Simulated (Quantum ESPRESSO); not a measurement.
# SiC(110), H on both faces, stepped through the number of layers, part 3 of 11

Aim: how the results for SiC(110), H on both faces change with the number of layers.

Quantum ESPRESSO 7.5; plane-wave DFT, PBE, GBRV ultrasoft pseudopotentials.

So far. Step 2 (Relaxing cell and ions of the reference):  The last row is no step: it is a fresh SCF in the final cell with a new plane-wave basis, +0 meV from the row before.

**4. Relaxation with pw.x, 3 layers**

What the set-up leaves free in this member is relaxed.

System of this step: SiC(110), H on both faces, 3 layers. The cell holds 10 atoms: 4 H, 3 Si and 3 C. Cell: a = 4.378 Å, b = 3.096 Å, c = 21.491 Å, α = 90.0°, β = 90.0°, γ = 90.0°. It derives from SiC. Vacuum lies along c.

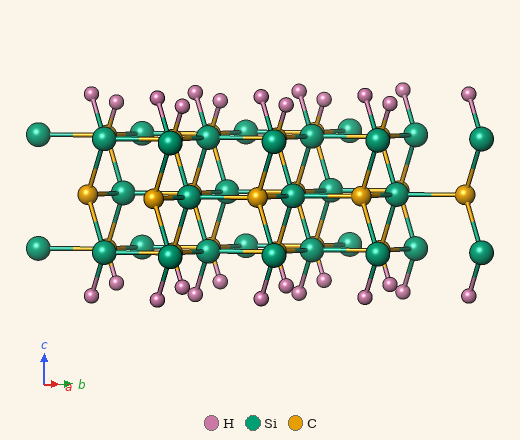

The cell of this step (hydrogen pink, silicon teal, carbon orange). 2×3×1 cells are drawn. Some periodic images of atoms are drawn too.

Input file m0.relax.in:

```
&control
  prefix = 'm0.relax'
  outdir = './out'
  pseudo_dir = './pseudo'
  nstep = 80
  forc_conv_thr = 0.0006
  calculation = 'relax'
/
&system
  ibrav = 0
  nat = 10
  ntyp = 3
  ecutwfc = 40
  ecutrho = 200
  occupations = 'smearing'
  smearing = 'fd'
  degauss = 0.002
/
&electrons
  conv_thr = 1e-08
  mixing_beta = 0.4
  electron_maxstep = 120
  mixing_mode = 'plain'
/
&ions
/
ATOMIC_SPECIES
  H   1.0080  h_pbe_v1.4.uspp.F.UPF
  Si  28.0850  si_pbe_v1.uspp.F.UPF
  C   12.0110  c_pbe_v1.2.uspp.F.UPF
CELL_PARAMETERS angstrom
  4.37818550200000 0.00000000000000 0.00000000000000
  0.00000000000000 3.09619996900000 0.00000000000000
  0.00000000000000 0.00000000000000 21.49118811849718
ATOMIC_POSITIONS crystal
  H   0.806231759000 0.000000000000 0.372134085231
  H   0.397632945500 0.500000000000 0.385427356842
  Si  0.000000000000 0.000000000000 0.427965825995
  C   0.250000000000 0.500000000000 0.427965825995
  Si  0.500000000000 0.500000000000 0.500000000000
  C   0.750000000000 0.000000000000 0.500000000000
  Si  0.000000000000 0.000000000000 0.572034174005
  C   0.250000000000 0.500000000000 0.572034174005
  H   0.397632945500 0.500000000000 0.614572643158
  H   0.806231759000 0.000000000000 0.627865914769
K_POINTS automatic
  4 8 1 0 0 0
```

Run with:

```sh
> OMP_NUM_THREADS=1 mpirun -n 4 pw.x -nk 2 -in m0.relax.in > m0.relax.out
```

The log of the run:

```text
[banner, memory and clock lines left out]
Program PWSCF v.7.5 starts

          URL

     Message from routine setup:
     using ibrav=0 with symmetry is DISCOURAGED, use correct ibrav instead

     bravais-lattice index     =            0
     lattice parameter (alat)  =       8.2736  a.u.
     unit-cell volume          =    1965.9849 (a.u.)^3
     number of atoms/cell      =           10
     number of atomic types    =            3
     number of electrons       =        28.00
     number of Kohn-Sham states=           18
     kinetic-energy cutoff     =      40.0000  Ry
     charge density cutoff     =     200.0000  Ry
     scf convergence threshold =      1.0E-08
     mixing beta               =       0.4000
     number of iterations used =            8  plain     mixing
     energy convergence thresh.=      1.0E-04
     force convergence thresh. =      6.0E-04
     Exchange-correlation= SLA  PW   PBE  PBE
                           (   1   4   3   4   0   0   0)
     nstep                     =           80

     celldm(1)=   8.273572  celldm(2)=   0.000000  celldm(3)=   0.000000
     celldm(4)=   0.000000  celldm(5)=   0.000000  celldm(6)=   0.000000

     crystal axes: (cart. coord. in units of alat)
               a(1) = (   1.000000   0.000000   0.000000 )
               a(2) = (   0.000000   0.707188   0.000000 )
               a(3) = (   0.000000   0.000000   4.908697 )

     reciprocal axes: (cart. coord. in units 2 pi/alat)
               b(1) = (  1.000000  0.000000  0.000000 )
               b(2) = (  0.000000  1.414051  0.000000 )
               b(3) = (  0.000000  0.000000  0.203720 )

     PseudoPot. # 1 for H  read from file:
     ./pseudo/h_pbe_v1.4.uspp.F.UPF
     Pseudo is Ultrasoft, Zval =  1.0
     Generated by new atomic code, or converted to UPF format
     Using radial grid of  615 points,  2 beta functions with:
                l(1) =   0
                l(2) =   0
     Q(r) pseudized with  8 coefficients,  rinner =    0.700

     PseudoPot. # 2 for Si read from file:
     ./pseudo/si_pbe_v1.uspp.F.UPF
     Pseudo is Ultrasoft + core correction, Zval =  4.0
     Generated by new atomic code, or converted to UPF format
     Using radial grid of  899 points,  6 beta functions with:
                l(1) =   0
                l(2) =   0
                l(3) =   1
                l(4) =   1
                l(5) =   2
                l(6) =   2
     Q(r) pseudized with  8 coefficients,  rinner =    0.900   0.900   0.900
                                                       0.900   0.900

     PseudoPot. # 3 for C  read from file:
     ./pseudo/c_pbe_v1.2.uspp.F.UPF
     Pseudo is Ultrasoft + core correction, Zval =  4.0
     Generated by new atomic code, or converted to UPF format
     Using radial grid of  721 points,  4 beta functions with:
                l(1) =   0
                l(2) =   0
                l(3) =   1
                l(4) =   1
     Q(r) pseudized with  8 coefficients,  rinner =    1.100   1.100   1.100

     atomic species   valence    mass     pseudopotential
     H                 1.00     1.00800     H ( 1.00)
     Si                4.00    28.08500     Si( 1.00)
     C                 4.00    12.01100     C ( 1.00)

      4 Sym. Ops. (no inversion) found

   Cartesian axes

     site n.     atom                  positions (alat units)
         1        H      tau(   1) = (   0.8062318   0.0000000   1.8266936  )
         2        H      tau(   2) = (   0.3976329   0.3535940   1.8919463  )
         3        Si     tau(   3) = (   0.0000000   0.0000000   2.1007548  )
         4        C      tau(   4) = (   0.2500000   0.3535940   2.1007548  )
         5        Si     tau(   5) = (   0.5000000   0.3535940   2.4543487  )
         6        C      tau(   6) = (   0.7500000   0.0000000   2.4543487  )
         7        Si     tau(   7) = (   0.0000000   0.0000000   2.8079427  )
         8        C      tau(   8) = (   0.2500000   0.3535940   2.8079427  )
         9        H      tau(   9) = (   0.3976329   0.3535940   3.0167512  )
        10        H      tau(  10) = (   0.8062318   0.0000000   3.0820038  )

     number of k points=    15  Fermi-Dirac smearing, width (Ry)=  0.0020
                       cart. coord. in units 2pi/alat
        k(    1) = (   0.0000000   0.0000000   0.0000000), wk =   0.0625000
        k(    2) = (   0.0000000   0.1767564   0.0000000), wk =   0.1250000
        k(    3) = (   0.0000000   0.3535128   0.0000000), wk =   0.1250000
        k(    4) = (   0.0000000   0.5302692   0.0000000), wk =   0.1250000
        k(    5) = (   0.0000000  -0.7070256   0.0000000), wk =   0.0625000
        k(    6) = (   0.2500000   0.0000000   0.0000000), wk =   0.1250000
        k(    7) = (   0.2500000   0.1767564   0.0000000), wk =   0.2500000
        k(    8) = (   0.2500000   0.3535128   0.0000000), wk =   0.2500000
        k(    9) = (   0.2500000   0.5302692   0.0000000), wk =   0.2500000
        k(   10) = (   0.2500000  -0.7070256   0.0000000), wk =   0.1250000
        k(   11) = (  -0.5000000   0.0000000   0.0000000), wk =   0.0625000
        k(   12) = (  -0.5000000   0.1767564   0.0000000), wk =   0.1250000
        k(   13) = (  -0.5000000   0.3535128   0.0000000), wk =   0.1250000
        k(   14) = (  -0.5000000   0.5302692   0.0000000), wk =   0.1250000
        k(   15) = (  -0.5000000  -0.7070256   0.0000000), wk =   0.0625000

     Dense  grid:    93893 G-vectors     FFT dimensions: (  40,  27, 192)

     Smooth grid:    67201 G-vectors     FFT dimensions: (  36,  24, 180)

     Initial potential from superposition of free atoms

     starting charge      27.9978, renormalised to      28.0000

     negative rho (up, down):  8.914E-04 0.000E+00
     Starting wfcs are   28 randomized atomic wfcs

     per-process dynamical memory:    49.3 Mb

     Self-consistent Calculation

     iteration #  1     ecut=    40.00 Ry     beta= 0.40
     Davidson diagonalization with overlap
     ethr =  1.00E-02,  avg # of iterations =  3.1

     negative rho (up, down):  7.878E-04 0.000E+00

     total energy              =     -67.78719438 Ry
     estimated scf accuracy    <       1.58453496 Ry

     iteration #  2     ecut=    40.00 Ry     beta= 0.40
     Davidson diagonalization with overlap
     ethr =  5.66E-03,  avg # of iterations =  2.1

     negative rho (up, down):  8.834E-04 0.000E+00

     total energy              =     -68.01863489 Ry
     estimated scf accuracy    <       0.10811041 Ry

     iteration #  3     ecut=    40.00 Ry     beta= 0.40
     Davidson diagonalization with overlap
     ethr =  3.86E-04,  avg # of iterations =  5.7

[...]
total energy              =     -68.02666853 Ry
     estimated scf accuracy    <       0.00000076 Ry

     iteration #  3     ecut=    40.00 Ry     beta= 0.40
     Davidson diagonalization with overlap
     ethr =  2.71E-09,  avg # of iterations =  1.3

     negative rho (up, down):  1.147E-03 0.000E+00

     total energy              =     -68.02666858 Ry
     estimated scf accuracy    <       0.00000017 Ry

     iteration #  4     ecut=    40.00 Ry     beta= 0.40
     Davidson diagonalization with overlap
     ethr =  5.92E-10,  avg # of iterations =  2.0

     negative rho (up, down):  1.147E-03 0.000E+00

     total energy              =     -68.02666860 Ry
     estimated scf accuracy    <       0.00000002 Ry

     iteration #  5     ecut=    40.00 Ry     beta= 0.40
     Davidson diagonalization with overlap
     ethr =  6.46E-11,  avg # of iterations =  2.1

     negative rho (up, down):  1.147E-03 0.000E+00

     total energy              =     -68.02666861 Ry
     estimated scf accuracy    <          2.7E-09 Ry

     iteration #  6     ecut=    40.00 Ry     beta= 0.40
     Davidson diagonalization with overlap
     ethr =  9.57E-12,  avg # of iterations =  2.9

     negative rho (up, down):  1.147E-03 0.000E+00

     total energy              =     -68.02666861 Ry
     estimated scf accuracy    <          3.6E-10 Ry

     iteration #  7     ecut=    40.00 Ry     beta= 0.40
     Davidson diagonalization with overlap
     ethr =  1.28E-12,  avg # of iterations =  3.6

     negative rho (up, down):  1.147E-03 0.000E+00

     End of self-consistent calculation

          k = 0.0000 0.0000 0.0000 (  8423 PWs)   bands (ev):

   -16.2923 -14.4089 -12.5184  -9.1343  -8.0540  -7.8979  -6.4173  -5.5650
    -5.5189  -4.3122  -2.9321  -2.9039  -2.7681  -1.9139   0.9700   2.3546
     2.6097   3.0821

          k = 0.0000 0.1768 0.0000 (  8378 PWs)   bands (ev):

   -16.0982 -14.2400 -12.4214  -9.0355  -8.0484  -7.7638  -6.2784  -5.5424
    -5.4572  -5.2459  -3.6686  -3.0682  -2.7843  -2.6446   1.5594   2.8328
     2.9522   3.4137

          k = 0.0000 0.3535 0.0000 (  8384 PWs)   bands (ev):

   -15.5274 -13.7616 -12.2537  -8.9267  -8.2396  -7.4441  -6.4532  -5.9427
    -5.7711  -5.2239  -4.6793  -4.0204  -3.4514  -2.9297   2.1299   2.7244
     2.8861   3.4700

          k = 0.0000 0.5303 0.0000 (  8454 PWs)   bands (ev):

   -14.6268 -13.1056 -12.5039  -8.9755  -8.9453  -7.4221  -6.4517  -6.1510
    -5.7451  -4.9250  -4.7764  -4.6035  -4.3707  -3.3298   1.3594   1.9313
     3.5196   3.9262

          k = 0.0000-0.7070 0.0000 (  8404 PWs)   bands (ev):

   -13.6874 -13.2882 -12.7193  -9.4471  -8.5899  -8.1082  -6.0525  -5.6667
    -5.5205  -5.5031  -5.0418  -4.6656  -4.1642  -3.8529   0.8315   1.8653
     3.2963   3.5923

          k = 0.2500 0.0000 0.0000 (  8343 PWs)   bands (ev):

   -15.9266 -14.2447 -13.3588  -9.3293  -9.1141  -7.1072  -6.1744  -5.6509
    -4.4869  -4.0335  -3.1151  -2.8586  -2.6614  -2.3603   1.5276   2.7521
     2.9991   3.5249

          k = 0.2500 0.1768 0.0000 (  8361 PWs)   bands (ev):

   -15.7369 -14.0808 -13.2220  -9.1918  -9.0011  -7.1157  -6.0433  -5.8891
    -4.6154  -4.5925  -3.5766  -3.4772  -3.0997  -2.5447   2.0664   3.2139
     3.3645   3.8203

          k = 0.2500 0.3535 0.0000 (  8427 PWs)   bands (ev):

   -15.1824 -13.6198 -12.8844  -8.9217  -8.7808  -7.5618  -6.6255  -5.7397
    -5.4819  -5.0454  -4.5727  -4.0861  -3.2436  -3.0776   2.7503   2.9140
     3.4457   3.8993

          k = 0.2500 0.5303 0.0000 (  8424 PWs)   bands (ev):

   -14.3268 -13.0003 -12.6987  -9.1626  -8.9095  -8.0034  -7.2266  -6.1801
    -5.6504  -5.2978  -4.4193  -4.3134  -3.7488  -3.5327   2.2929   2.3848
     3.3097   3.9782

          k = 0.2500-0.7070 0.0000 (  8412 PWs)   bands (ev):

   -13.5284 -13.0840 -12.6482  -9.2205  -8.9304  -8.8775  -7.0260  -6.0116
    -5.8763  -5.3653  -4.3423  -4.3361  -4.0074  -3.7413   2.0660   2.1773
     2.8385   4.7249

          k =-0.5000 0.0000 0.0000 (  8368 PWs)   bands (ev):

   -15.0728 -14.6197 -14.0517  -9.8619  -8.9830  -7.7934  -5.7334  -4.5577
    -4.0683  -3.3804  -3.3458  -3.2066  -2.8118  -2.7275   2.6381   3.1722
     3.2765   3.7260

          k =-0.5000 0.1768 0.0000 (  8376 PWs)   bands (ev):

   -14.8997 -14.4433 -13.8948  -9.7051  -8.8633  -7.7112  -5.6368  -5.0332
    -4.5465  -4.5075  -3.6604  -3.2486  -2.9402  -2.9354   3.1738   3.5787
     3.6644   4.2175

          k =-0.5000 0.3535 0.0000 (  8418 PWs)   bands (ev):

   -14.4095 -13.9410 -13.4575  -9.2919  -8.6388  -7.7317  -6.6970  -5.8969
    -5.4338  -5.4186  -4.0682  -3.5726  -3.2947  -3.1097   3.3551   3.9471
     4.0183   4.3224

          k =-0.5000 0.5303 0.0000 (  8406 PWs)   bands (ev):

   -13.7374 -13.2443 -12.8850  -9.0712  -8.9174  -8.6787  -7.3600  -6.4771
    -6.0272  -5.4589  -4.2759  -3.7814  -3.6161  -3.5158   3.1312   3.7742
     3.9252   4.3163

          k =-0.5000-0.7070 0.0000 (  8404 PWs)   bands (ev):

   -13.3426 -12.8277 -12.5729  -9.5862  -9.3952  -8.9277  -7.2258  -6.3703
    -6.0379  -5.7990  -4.3998  -3.9511  -3.7038  -3.6465   3.1900   3.7981
     3.9599   4.0879

     the Fermi energy is    -0.3934 ev

!    total energy              =     -68.02666861 Ry
     estimated scf accuracy    <          9.2E-11 Ry
     smearing contrib. (-TS)   =       0.00000000 Ry
     internal energy E=F+TS    =     -68.02666861 Ry

     The total energy is F=E-TS. E is the sum of the following terms:
     one-electron contribution =    -755.17253760 Ry
     hartree contribution      =     383.90281875 Ry
     xc contribution           =     -27.05717994 Ry
     ewald contribution        =     330.30023018 Ry

     convergence has been achieved in   7 iterations

     negative rho (up, down):  1.147E-03 0.000E+00

     Forces acting on atoms (cartesian axes, Ry/au):

     atom    1 type  1   force =     0.00009328    0.00000000   -0.00093275
     atom    2 type  1   force =    -0.00016577    0.00000000   -0.00043739
     atom    3 type  2   force =    -0.00063675    0.00000000   -0.00066117
     atom    4 type  3   force =     0.00026914    0.00000000   -0.00000283
     atom    5 type  2   force =     0.00047932    0.00000000    0.00000000
     atom    6 type  3   force =     0.00040087    0.00000000    0.00000000
     atom    7 type  2   force =    -0.00063675   -0.00000000    0.00066117
     atom    8 type  3   force =     0.00026914   -0.00000000    0.00000283
     atom    9 type  1   force =    -0.00016577    0.00000000    0.00043739
     atom   10 type  1   force =     0.00009328   -0.00000000    0.00093275

     Total force =     0.002101     Total SCF correction =     0.000018
     Energy error            =      9.9E-06 Ry
     Gradient error          =      9.3E-04 Ry/Bohr

     number of scf cycles    =  12
     number of bfgs steps    =  11

     energy             old  =     -68.0266586582 Ry
     energy             new  =     -68.0266686074 Ry

     CASE: energy            _new < energy            _old

     new trust radius        =       0.0049579501 bohr
     new conv_thr            =            1.0E-10 Ry

ATOMIC_POSITIONS (crystal)
H                0.8121139473        0.0000000000        0.3709020917
H                0.3884358402        0.5000000000        0.3870146967
Si               0.0049073765       -0.0000000000        0.4287991685
C                0.2459590406        0.5000000000        0.4295561943
Si               0.5036435419        0.5000000000        0.5000000000
C                0.7512534580        0.0000000000        0.5000000000
Si               0.0049073765        0.0000000000        0.5712008315
C                0.2459590406        0.5000000000        0.5704438057
H                0.3884358402        0.5000000000        0.6129853033
H                0.8121139473       -0.0000000000        0.6290979083

     XML data file
     NEW-OLD atomic charge density approx. for the potential

     negative rho (up, down):  1.145E-03 0.000E+00

     per-process dynamical memory:    66.2 Mb

     Self-consistent Calculation

     iteration #  1     ecut=    40.00 Ry     beta= 0.40
```

The job ended after 3 min (4 MPI ranks of Arm Neoverse V1, shared host; peak memory 0.63 GiB).

The steps of the relaxation:

| step | energy less that of the first step (eV) | largest force (eV/Å) |
| --- | --- | --- |
| 1 | 0.0000 | 0.9416 |
| 2 | -0.0378 | 0.3071 |
| 3 | -0.0471 | 0.2104 |
| 4 | -0.0540 | 0.1547 |
| 5 | -0.0586 | 0.1089 |
| 6 | -0.0595 | 0.0911 |
| 7 | -0.0602 | 0.0741 |
| 8 | -0.0611 | 0.0545 |
| 9 | -0.0619 | 0.0465 |
| 10 | -0.0623 | 0.0323 |
| 11 | -0.0624 | 0.0302 |
| 12 | -0.0626 | 0.0241 |
| 13 | -0.0627 | 0.0340 |
| 14 | -0.0628 | 0.0300 |
| 15 | -0.0628 | 0.0132 |

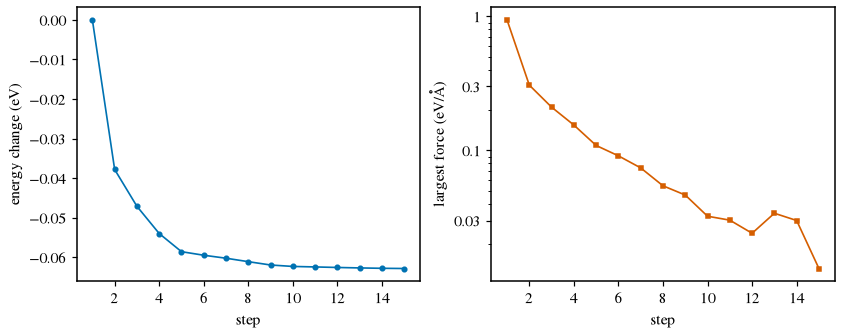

Energy and largest force along the relaxation.

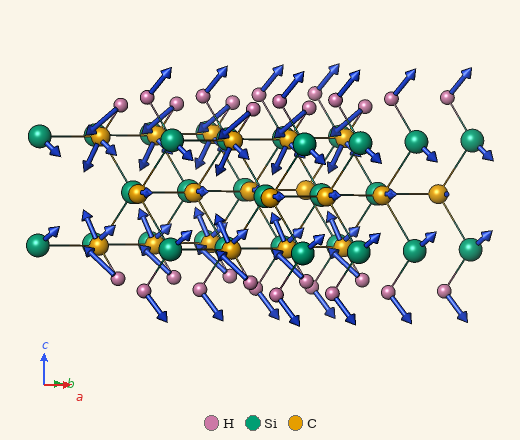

Displacements in the relaxation, exaggerated; the longest in the cell stands for 0.05 Å. 2×3×1 cells are drawn. Some periodic images of atoms are drawn too.

The atoms that moved most (Å):

| atom | dx | dy | dz | length |
| --- | --- | --- | --- | --- |
| H9 | -0.042 | 0.000 | -0.032 | 0.053 |
| H2 | -0.042 | 0.000 | 0.032 | 0.053 |
| H1 | 0.028 | 0.000 | -0.031 | 0.042 |
| H10 | 0.028 | 0.000 | 0.031 | 0.042 |
| C8 | -0.018 | 0.000 | -0.034 | 0.038 |
| C4 | -0.018 | 0.000 | 0.034 | 0.038 |
| Si3 | 0.021 | 0.000 | 0.016 | 0.026 |
| Si7 | 0.021 | 0.000 | -0.016 | 0.026 |

The relaxed structure:

```cif
data_structure
_symmetry_space_group_name_H-M 'P 1'
_symmetry_Int_Tables_number 1
_cell_length_a 4.3782
_cell_length_b 3.0962
_cell_length_c 21.4912
_cell_angle_alpha 90.000
_cell_angle_beta 90.000
_cell_angle_gamma 90.000
_cell_volume 291.33
loop_
_atom_site_label
_atom_site_type_symbol
_atom_site_fract_x
_atom_site_fract_y
_atom_site_fract_z
_atom_site_occupancy
H1 H 0.81260 0.00000 0.37070 1
H2 H 0.38809 0.50000 0.38693 1
Si3 Si 0.00470 0.00000 0.42872 1
C4 C 0.24596 0.50000 0.42953 1
Si5 Si 0.50369 0.50000 0.50000 1
C6 C 0.75133 0.00000 0.50000 1
Si7 Si 0.00470 0.00000 0.57128 1
C8 C 0.24596 0.50000 0.57047 1
H9 H 0.38809 0.50000 0.61307 1
H10 H 0.81260 0.00000 0.62930 1
```

The relaxation lowers the energy by 6 meV an atom.

Numbers from this step:

```
free energy  : -925.5502 eV
Fermi energy : -0.3896 eV
```

(Part 3 of 11 ends here.)

[Logs are printed without paths, hosts, clocks, repeated set-up lines and the standing remarks that a program may print on its own settings, such as how far it seeks lower states.]

[Hosts, paths, dates, database ids (printed as entryN), source tags and the programs' standing remarks are cut or masked in the printed files.]

[Maps of the electrostatic potential energy from Ansatz leave out the sawtooth potential of an applied field or a dipole correction, so their vacuum need not be flat; planar profiles and work functions include it.]
